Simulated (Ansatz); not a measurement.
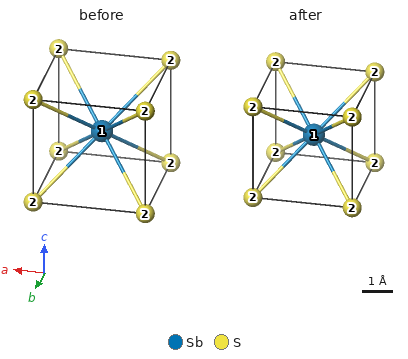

The structure of solid SbS (a generated structure, set up in Pm-3m) (coarse preliminary run) before (left) and after (right) a relaxation, at one scale.

The picture is a ball-and-stick view of the cell of the calculation, seen from a free direction.

The calculation used Ansatz 0.2.0, DFT PBE, scalar-relativistic, plane waves, PAW.

The input:
```yaml
crystal:
  lattice:
    - [3.95739321, 0.0, 0.0]
    - [0.0, 3.95739321, 0.0]
    - [0.0, 0.0, 3.95739321]
  atoms:
    - { symbol: Sb, position: [0.5, 0.5, 0.5] }
    - { symbol: S, position: [0.0, 0.0, 0.0] }
basis:
  ecutwfc: 420
kpoints:
  mp_grid: { grid: [4, 4, 4] }
hamiltonian:
  xc: pbe
scf:
  occupations: { method: gaussian, width: 0.1 }
  lower_state_search: "off"
output:
  forces: true
  stress: true
  eigenvalues: true
relax:
  adjacent_minimum: "off"
  f_tol: 0.04
  max_steps: 70
  cell: { stress_tol: 0.4 }
```

Run as
```bash
ansatz run input.yaml --threads 1 --pin off --max-ram 2560MiB --backend cpu --events-out ev --progress --plain --runs-dir out
```

**Describe what moved and what it gained.**

No atom moves by more than 0.005 Å relative to the cell. Cell: a = b = c 3.957 → 3.504 Å (−11.5 %). Volume −30.6 %. Among the contacts that change: Sb1–S2 3.427 → 3.035 Å. The space group stays Pm-3m (No. 221). After 4 accepted moves (5 points after the start) the energy has fallen by 1.010 eV per cell of the calculation. All forces vanish by symmetry, so only the cell relaxes. The pressure goes from −12.19 to 0.02 GPa. At 1 point the geometry stayed and the basis and grid were re-selected for the new cell (energy shift of 1.6 meV per cell of the calculation at most each time).

Limits of the set-up: the k-point mesh is coarse for a cell with partly filled bands.
